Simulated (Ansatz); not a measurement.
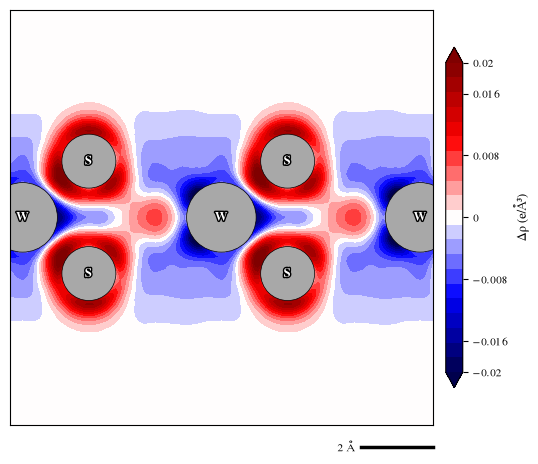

WS2. Difference of the valence pseudo-densities of two functionals at the same geometry, on the (110) plane of the calculation cell, a cut from vacuum to vacuum: one of LDA and r2SCAN less the other.

Both computed with Ansatz (plane waves, PAW), on the same k-point mesh. Grey discs cover the atomic cores.

Question: Which was subtracted from which, and what does the map show?

Answer: It is r2SCAN less LDA. Against LDA, r2SCAN gives less density around W (−0.008 e/Å³ on average at 1.1 Å from the nucleus), more density around S (+0.014 e/Å³ on average at 0.9 Å from the nucleus) and a change of +0.008 e/Å³ at the midpoint of W–S.
